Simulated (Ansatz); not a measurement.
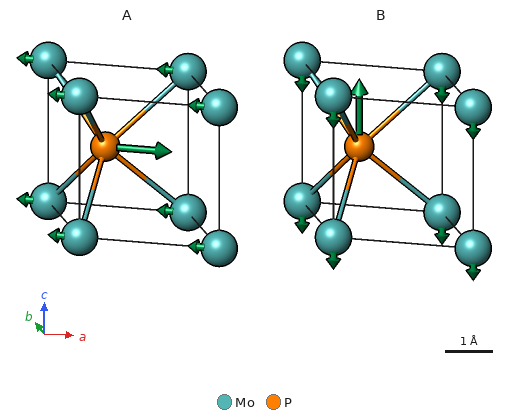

Modes of solid MoP relaxed at 5 GPa, space group P-6m2 (No. 187), at the zone centre (one member of each degenerate set). Displacements are drawn as green arrows; their common scale and sign are arbitrary. A ball-and-stick model of the cell of the calculation, seen slightly off an axis.

The calculation used Ansatz 0.2.0, DFT LDA, scalar-relativistic, plane waves, PAW.

The frequencies depend somewhat on the k-mesh and the smearing.

Give the symmetry species and the selection rules of each.

Answer. A is E′, infrared- and Raman-active by symmetry (426 cm⁻¹). B is A₂″, infrared-active by symmetry (427 cm⁻¹). In a metal the free carriers screen the infrared response.
